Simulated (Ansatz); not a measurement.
System: AlO₂, space group Pnma (No. 62).

The given structure:
```xyz
12
Lattice="9.2604 0.0000 0.0000 0.0000 2.8826 0.0000 0.0000 0.0000 4.7887" Properties=species:S:1:pos:R:3 pbc="T T T"
Al    1.4962    0.7206    4.5681
Al    7.7642    2.1619    0.2206
Al    3.1340    2.1619    2.1737
Al    6.1264    0.7206    2.6150
O     7.1605    0.7206    1.1420
O     2.0999    2.1619    3.6467
O     6.7301    2.1619    3.5364
O     2.5303    0.7206    1.2523
O     8.9379    0.7206    4.0551
O     0.3226    2.1619    0.7336
O     4.9528    2.1619    1.6608
O     4.3076    0.7206    3.1280
```

Input of one of the runs behind the figure:
```
crystal:
  lattice:
    - [9.2716135678, 0.0, 0.0]
    - [0.0, 2.8882515839, 0.0]
    - [0.0, 0.0, 4.7585630497]
  atoms:
    - { symbol: Al, position: [0.1609973394, 0.25, 0.945561858] }
    - { symbol: Al, position: [0.8390026606, 0.75, 0.054438142] }
    - { symbol: Al, position: [0.3390026606, 0.75, 0.445561858] }
    - { symbol: Al, position: [0.6609973394, 0.25, 0.554438142] }
    - { symbol: O, position: [0.7760286614, 0.25, 0.2498937898] }
    - { symbol: O, position: [0.2239713386, 0.75, 0.7501062102] }
    - { symbol: O, position: [0.7239713386, 0.75, 0.7498937898] }
    - { symbol: O, position: [0.2760286614, 0.25, 0.2501062102] }
    - { symbol: O, position: [0.963693049, 0.25, 0.8481480427], spin: 0.9 }
    - { symbol: O, position: [0.036306951, 0.75, 0.1518519573], spin: 0.9 }
    - { symbol: O, position: [0.536306951, 0.75, 0.3481480427], spin: 0.9 }
    - { symbol: O, position: [0.463693049, 0.25, 0.6518519573], spin: 0.9 }
basis:
  ecutwfc: 420
kpoints:
  mp_grid: { grid: [4, 12, 8] }
hamiltonian:
  xc: pbesol
scf:
  occupations: { method: gaussian, width: 0.1 }
output:
  forces: true
  stress: true
  eigenvalues: true
  populations: true
magnetization:
  spin_polarized: true
relax:
  adjacent_minimum: "off"
  f_tol: 0.005
  max_steps: 80
  cell: { stress_tol: 0.05 }
```

Run as:
```bash
ansatz run input.yaml --threads 2 --pin off --max-ram 5120MiB --backend cpu --events-out ev --progress --plain --runs-dir out
```

Computed with Ansatz 0.2.0: third-order Birch-Murnaghan fit to density functional energies at scaled volumes of the given relaxed cell, shape and atoms relaxed at each volume; energies count from the fitted minimum; plane waves with PAW datasets, Γ-centred k mesh. Level: PBEsol, collinear spin. The state reached is ferromagnetic.

wave cutoff 420 eV; k mesh 4×12×8; occupations Gaussian; smearing width 0.1 eV.

What does the calculation give for the energy above the minimum and pressure against volume? The volume takes the values 9.694, 10.013, 10.333, 10.652, 10.972, 11.292, 11.718 Å³/atom.

A third-order Birch–Murnaghan fit gives V0 = 10.64 Å³/atom, B0 = 85.5 GPa. The energy above the minimum is 15.0 meV/atom at volume 9.694 Å³/atom and 34.9 meV/atom at 11.718 Å³/atom; the lowest computed point is at volume 10.652 Å³/atom (−0.3 meV/atom), and no other minimum shows. The pressure goes from 2.87 GPa at volume 9.694 Å³/atom to −10.28 GPa at 11.718 Å³/atom, not monotonically, with a high of 3.40 GPa at 10.013 Å³/atom, and changes sign near 10.65 Å³/atom.

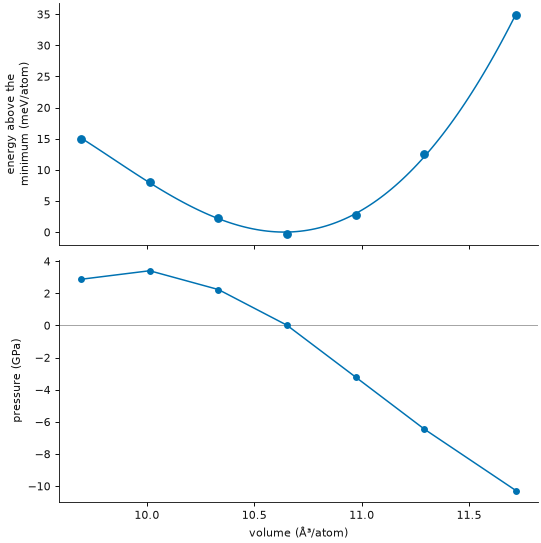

Limits of the calculation: a crossing between the sampled k points may be missed; bands touch, and spin-orbit coupling could open a gap; pressure derivative unusual.
